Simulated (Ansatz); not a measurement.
# From SiN to HfC

System: SiN (P6₃mc, 4 atoms in the cell).
Method of run 1: DFT r2SCAN, scalar-relativistic, plane waves, PAW, no spin polarisation (Ansatz 0.2.0).
System of run 2: HfC (4 atoms in the cell).

On run 1: The structure was made by swapping elements on the sites of another compound; it need not be a known phase. On run 2: The structure was made by swapping elements on the sites of another compound; it need not be a known phase. It belongs to a series of runs on one base structure; here: Si -> Hf on all its sites, cell and atoms relaxed. Text and figures count atoms from 1; the logs count them from 0 in places.

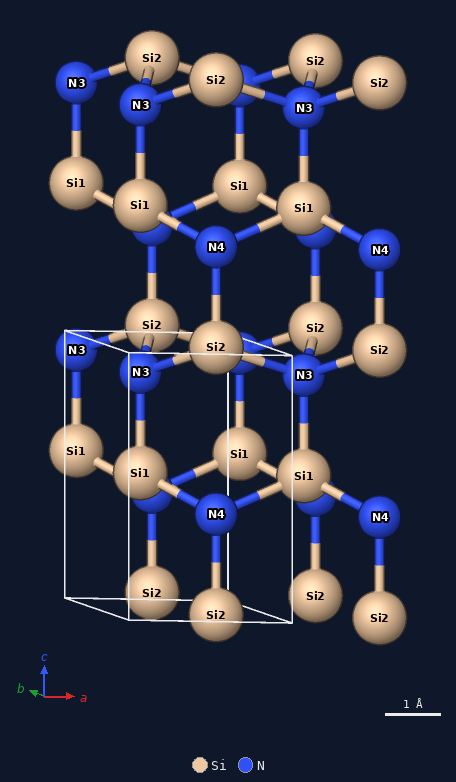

Figure 1. The starting structure (ball-and-stick view of the cell of the calculation, repeated 2 × 2 × 2, seen slightly off an axis; atoms are numbered from 1 in the order of the input). Near neighbours in the crystal (not all of them lie inside the picture): Si has 4 N at 1.85 to 1.87 Å; N has 4 Si at 1.85 to 1.87 Å.

### Input, run 1
```yaml
crystal:
  lattice:
    - [3.0232833814, 0.0, 0.0]
    - [-1.5116416907, 2.6182402111, 0.0]
    - [0.0, 0.0, 4.962955646]
  atoms:
    - { symbol: Si, position: [0.3333333333, 0.6666666667, 0.4996013827] }
    - { symbol: Si, position: [0.6666666667, 0.3333333333, 0.9996013827] }
    - { symbol: "N", position: [0.3333333333, 0.6666666667, 0.8753986173] }
    - { symbol: "N", position: [0.6666666667, 0.3333333333, 0.3753986173] }
basis:
  ecutwfc: 500
kpoints:
  mp_grid: { grid: [6, 6, 4] }
hamiltonian:
  xc: r2scan
scf:
  occupations: { method: gaussian, width: 0.1 }
output:
  forces: true
  stress: true
  eigenvalues: true
relax:
  adjacent_minimum: "off"
  f_tol: 0.05
  max_steps: 60
  cell: { stress_tol: 0.5 }
```

Command:
```bash
ansatz run input.yaml --threads 1 --pin off --max-ram 2560MiB --backend cpu --events-out ev --progress --plain --runs-dir out
```

Hardware: 1 thread of Oxide Virtual Turin-like (Zen 5), 32 GiB of memory available, shared host.

### Output, shortened to warnings, some set-up lines, iterations and results (run 1)
```
Basis set: ecut = 500 eV, 1003 PW (Γ), exchange–correlation on 96×96×160 points (64 copies of the dense FFT grid, shifted against one another)
Symmetry: 12 space group operations
k-points: 21 of 144 (time reversal used)
Initial density: superposition of atomic densities (neutral atoms: chi_scale 0, normalization atom), corrected by the library's trained network
[...]
SCF iter   1: F=—  HF=-2047.052075 eV  |F-HF|=—  |Δ(HF+E_count)|=         —  Δρ=2.26e-2  dr2=1.96e-1  dr2_τ=1.82e-1  ethr=1.77e-3  ⟨swp⟩=5.2  Hψ=1724  notcnv=0
SCF iter   2: F=—  HF=-2047.140169 eV  |F-HF|=—  |Δ(HF+E_count)|=   8.81e-2  Δρ=1.00e-2  dr2=3.64e-2  dr2_τ=9.49e-3  ethr=1.09e-3  ⟨swp⟩=2.5  Hψ=670  notcnv=0  defer=4
SCF iter   3: F=—  HF=-2047.138588 eV  |F-HF|=—  |Δ(HF+E_count)|=   1.58e-3  Δρ=4.35e-3  dr2=6.02e-3  dr2_τ=1.28e-4  ethr=2.02e-4  ⟨swp⟩=2.0  Hψ=475  notcnv=0  defer=4
SCF iter   4: F=—  HF=-2047.141005 eV  |F-HF|=—  |Δ(HF+E_count)|=   2.42e-3  Δρ=5.52e-4  dr2=8.73e-5  dr2_τ=2.24e-6  ethr=3.35e-5  ⟨swp⟩=2.5  Hψ=453  notcnv=0  defer=4
SCF iter   5: F=—  HF=-2047.141056 eV  |F-HF|=—  |Δ(HF+E_count)|=   5.06e-5  Δρ=1.06e-4  dr2=2.66e-6  dr2_τ=4.19e-8  ethr=4.85e-7  ⟨swp⟩=2.2  Hψ=451  notcnv=0  defer=4
[... 40 lines ...]
SCF iter   1: F=—  HF=-2048.138114 eV  |F-HF|=—  |Δ(HF+E_count)|=         —  Δρ=3.58e-4  dr2=3.70e-6  dr2_τ=1.26e-5  ethr=5.75e-8  ⟨swp⟩=3.3  Hψ=2551  notcnv=0
SCF iter   2: F=—  HF=-2048.138150 eV  |F-HF|=—  |Δ(HF+E_count)|=   3.63e-5  Δρ=1.83e-4  dr2=9.63e-7  dr2_τ=1.39e-6  ethr=2.05e-8  ⟨swp⟩=2.1  Hψ=453  notcnv=0
SCF iter   3: F=-2048.138159 eV  HF=-2048.138159 eV  |F-HF|=9.22e-9  |Δ(HF+E_count)|=   8.88e-6  Δρ=4.26e-6  dr2=3.17e-9  dr2_τ=8.43e-10  ethr=2.22e-11  ⟨swp⟩=4.5  Hψ=1488  …
SCF 7 converged in 3 iterations: F = -2048.138159 eV  dr2 = 3.17e-9
relax step   7: F+E_penalty+E_count = -2048.13815882 eV  Δ(F+E_penalty+E_count) = -2.021e-3 eV  max|allowed force component| = 1.200e-3 eV/Å  Δτ_max = 0.0000 Å  P = +0.127 …
basis re-selected at this cell: Δ(F+E_penalty+E_count) = -2.021e-3 eV, ΔP = +0.117 GPa vs the last step (what re-selecting the basis moved, of the pressure what is left beyond the Pulay correction that the steps carried, after the strain that the cell walked since its last selection, with what the …
SCF converged after 3 iterations
Free energy (F): -2048.138159 eV
Harris-Foulkes:  -2048.138159 eV  (|F-HF|=9.22e-9)
Internal energy: -2048.131219 eV  (E = F + TS)
E sigma→0 (E₀):  -2048.134689 eV
Entropy (-TS):   -0.006939 eV (-1.735 meV/atom)
Fermi energy:    12.646056 eV
--- Per-component energies (eV) ---
  E_band       = 52.067898
  E_kinetic    = 357.343878
  E_local      = -406.258790  (includes V_loc(G=0)·N_el)
  E_nonlocal   = 136.087969
  E_hartree    = 134.999619
  E_xc         = -226.412846
  E_vxc        = -276.257436  (∫ρ·V_xc dr)
  E_paw        = -1296.166826  (= ΣΔE_a)
  E_vpaw       = -43.787692  (= ΣTr[D̂ρ^β])
  E_aug_tail   = 0.000049  (compensation charges beyond the density's cutoff)
  E_vtau       = 14.940695  (kinetic-family band-sum trace: ∫τ·v_τ [+ j·A + Jᵃ·Aᵃ] dr)
  E_ewald      = -747.512277
  E_core_change = -0.211995  (= ΣΔE_core)
  E_smearing   = -0.006939  (= −TS)
  E_closure    = 0.000000  (closes the sum)
  Σ components = -2048.138159   (vs F -2048.138159, Δ=0.00e0)
--- Forces (eV/Å), atoms counted from 1 ---
  atom   1  Si     0.00000000    -0.00000000     0.00121612
  atom   2  Si     0.00000000     0.00000000     0.00121612
  atom   3  N     -0.00000000    -0.00000000    -0.00118479
  atom   4  N      0.00000000     0.00000000    -0.00118479
  max |Σ_I F_I| component: 6.27e-5 eV/Å
--- Stress (GPa, compression-positive) ---
        0.039930       0.000000       0.000000
        0.000000       0.039930      -0.000000
        0.000000      -0.000000       0.301329
  P = ⅓ Tr σ = 0.1271 GPa (1.271 kbar)
--- Relaxed structure (6 steps of the walk, 6 accepted, 1 SCFs on fresh bases) ---
  F+E_penalty+E_count = -2048.13815882 eV   max|allowed force component| = 1.200e-3 eV/Å   (the final SCF, on the basis selected at the relaxed cell)
  cell:  # Å, volume = 38.6041 Å³
[...]
```

The input of run 2 differs as follows (lines with − go, lines with + come):
```diff
-    - [3.0232833814, 0.0, 0.0]
-    - [-1.5116416907, 2.6182402111, 0.0]
-    - [0.0, 0.0, 4.962955646]
+    - [3.7234168979, 0.0, 0.0]
+    - [-1.861708449, 3.2245736225, 0.0]
+    - [0.0, 0.0, 6.1122794607]
-    - { symbol: Si, position: [0.3333333333, 0.6666666667, 0.4996013827] }
-    - { symbol: Si, position: [0.6666666667, 0.3333333333, 0.9996013827] }
-    - { symbol: "N", position: [0.3333333333, 0.6666666667, 0.8753986173] }
-    - { symbol: "N", position: [0.6666666667, 0.3333333333, 0.3753986173] }
+    - { symbol: Hf, position: [0.3333333333, 0.6666666667, 0.4996013827] }
+    - { symbol: Hf, position: [0.6666666667, 0.3333333333, 0.9996013827] }
+    - { symbol: C, position: [0.3333333333, 0.6666666667, 0.8753986173] }
+    - { symbol: C, position: [0.6666666667, 0.3333333333, 0.3753986173] }
```

How does run 2 compare with run 1?

The total energies belong to different systems, so their difference says nothing on which is more stable or more accurate. The volume per atom goes from 9.65 to 14.79 Å³. The SCF takes 87 iterations over all geometry steps against 36. On the same kind of shared host run 2 took about 4.9 times as long.

### Output, shortened to warnings, some set-up lines, iterations and results (run 2)
```
Basis set: ecut = 500 eV, 1823 PW (Γ), exchange–correlation on 120×120×180 points (64 copies of the dense FFT grid, shifted against one another)
Symmetry: 12 space group operations
k-points: 21 of 144 (time reversal used)
Initial density: superposition of atomic densities (neutral atoms: chi_scale 0, normalization atom), corrected by the library's trained network
[...]
SCF iter   1: F=—  HF=-31971.047222 eV  |F-HF|=—  |Δ(HF+E_count)|=         —  Δρ=1.10e-2  dr2=1.18e-1  dr2_τ=2.75e-1  ethr=1.77e-3  ⟨swp⟩=4.2  Hψ=2331  notcnv=0
SCF iter   2: F=—  HF=-31971.029104 eV  |F-HF|=—  |Δ(HF+E_count)|=   1.81e-2  Δρ=4.90e-3  dr2=1.51e-2  dr2_τ=3.24e-3  ethr=1.96e-4  ⟨swp⟩=2.0  Hψ=1468  notcnv=0  defer=23
SCF iter   3: F=—  HF=-31971.031666 eV  |F-HF|=—  |Δ(HF+E_count)|=   2.56e-3  Δρ=3.10e-3  dr2=4.97e-3  dr2_τ=3.48e-4  ethr=2.52e-5  ⟨swp⟩=2.0  Hψ=1187  notcnv=0  defer=23
SCF iter   4: F=—  HF=-31971.032636 eV  |F-HF|=—  |Δ(HF+E_count)|=   9.70e-4  Δρ=9.12e-4  dr2=7.45e-4  dr2_τ=1.19e-4  ethr=8.29e-6  ⟨swp⟩=2.7  Hψ=1413  notcnv=0  defer=23
SCF iter   5: F=—  HF=-31971.032651 eV  |F-HF|=—  |Δ(HF+E_count)|=   1.47e-5  Δρ=2.25e-4  dr2=2.99e-5  dr2_τ=1.94e-6  ethr=1.24e-6  ⟨swp⟩=2.0  Hψ=1187  notcnv=0  defer=23
[... 101 lines ...]
SCF iter   2: F=—  HF=-31972.772547 eV  |F-HF|=—  |Δ(HF+E_count)|=   2.77e-5  Δρ=1.43e-4  dr2=9.36e-7  dr2_τ=1.43e-6  ethr=5.48e-9  ⟨swp⟩=2.2  Hψ=1166  notcnv=0
SCF iter   3: F=—  HF=-31972.772557 eV  |F-HF|=—  |Δ(HF+E_count)|=   1.00e-5  Δρ=1.26e-5  dr2=2.22e-8  dr2_τ=1.31e-8  ethr=1.56e-9  ⟨swp⟩=2.0  Hψ=1375  notcnv=0
SCF iter   4: F=-31972.772557 eV  HF=-31972.772557 eV  |F-HF|=3.95e-9  |Δ(HF+E_count)|=   2.79e-9  Δρ=3.90e-6  dr2=2.54e-9  dr2_τ=1.38e-9  ethr=6.67e-12  ⟨swp⟩=5.7  Hψ=3520  …
SCF 12 converged in 4 iterations: F = -31972.772557 eV  dr2 = 2.54e-9
relax step  12: F+E_penalty+E_count = -31972.77255726 eV  Δ(F+E_penalty+E_count) = +1.957e-3 eV  max|allowed force component| = 6.085e-4 eV/Å  Δτ_max = 0.0000 Å  P = +0.021 …
basis re-selected at this cell: Δ(F+E_penalty+E_count) = +1.957e-3 eV, ΔP = +0.011 GPa vs the last step (what re-selecting the basis moved, of the pressure what is left beyond the Pulay correction that the steps carried, after the strain that the cell walked since its last selection, with what the …
SCF converged after 4 iterations
Free energy (F): -31972.772557 eV
Harris-Foulkes:  -31972.772557 eV  (|F-HF|=3.95e-9)
Internal energy: -31972.770716 eV  (E = F + TS)
E sigma→0 (E₀):  -31972.771637 eV
Entropy (-TS):   -0.001841 eV (-0.460 meV/atom)
Fermi energy:    16.642318 eV
--- Per-component energies (eV) ---
  E_band       = -23.947777
  E_kinetic    = 1024.285471
  E_local      = -11341.733176  (includes V_loc(G=0)·N_el)
  E_nonlocal   = -2442.661439
  E_hartree    = 5295.617444
  E_xc         = -662.782011
  E_vxc        = -718.335232  (∫ρ·V_xc dr)
  E_paw        = -14106.169213  (= ΣΔE_a)
  E_vpaw       = 2827.920485  (= ΣTr[D̂ρ^β])
  E_aug_tail   = 0.000006  (compensation charges beyond the density's cutoff)
  E_vtau       = 35.338982  (kinetic-family band-sum trace: ∫τ·v_τ [+ j·A + Jᵃ·Aᵃ] dr)
  E_ewald      = -9739.921293
  E_core_change = 0.593496  (= ΣΔE_core)
  E_smearing   = -0.001841  (= −TS)
  E_closure    = -0.000000  (closes the sum)
  Σ components = -31972.772557   (vs F -31972.772557, Δ=0.00e0)
--- Forces (eV/Å), atoms counted from 1 ---
  atom   1  Hf     0.00000000     0.00000000    -0.00061407
  atom   2  Hf    -0.00000000    -0.00000000    -0.00061407
  atom   3  C      0.00000000     0.00000000     0.00060287
  atom   4  C     -0.00000000    -0.00000000     0.00060287
  max |Σ_I F_I| component: 2.24e-5 eV/Å
--- Stress (GPa, compression-positive) ---
        0.025829      -0.000000       0.000000
       -0.000000       0.025829      -0.000000
        0.000000      -0.000000       0.011416
  P = ⅓ Tr σ = 0.0210 GPa (0.210 kbar)
--- Relaxed structure (11 steps of the walk, 9 accepted, 1 SCFs on fresh bases) ---
  F+E_penalty+E_count = -31972.77255726 eV   max|allowed force component| = 6.085e-4 eV/Å   (the final SCF, on the basis selected at the relaxed cell)
  cell:  # Å, volume = 59.1409 Å³
[...]
```

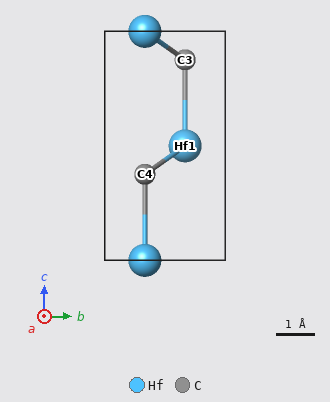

Figure 2. The input structure of run 2 (ball-and-stick view of the cell of the calculation, along the a axis; atoms are numbered from 1 in the order of the input).

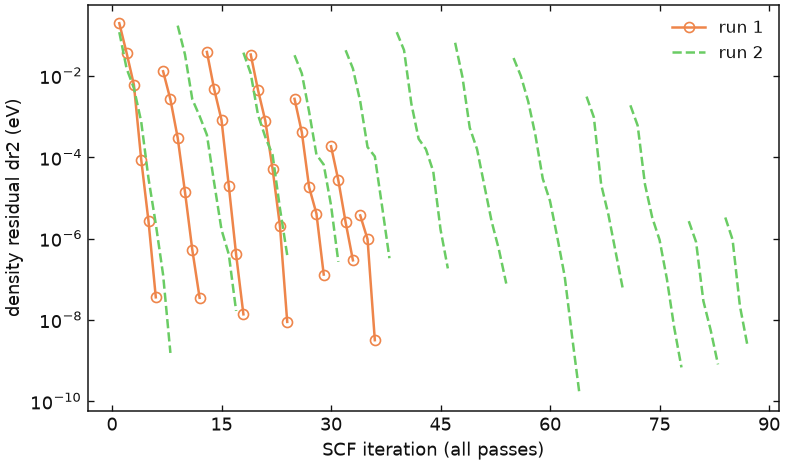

Figure 3. Convergence of the two runs: density residual dr2 against the SCF iteration. A break in a curve parts two SCF passes. Run 1 takes 36 iterations in all, and run 2 takes 87.

### The two runs side by side

```tsv
quantity	run 1	run 2
outcome	converged	converged
free energy per atom (eV)	−512.0345	−7993.1931
energy per atom, smearing taken to zero (eV)	−512.0337	−7993.1929
gap on the mesh (eV)	0.00	0.00
pressure (GPa)	0.13	0.02
volume per atom (Å³)	9.65	14.79
largest force (eV/Å)	0.001	0.001
SCF iterations	36	87
irreducible k-points	21	21
wall time (shared host)	31 s	2.5 min
```

For run 2: Spin–orbit coupling is left out, which matters for Hf.
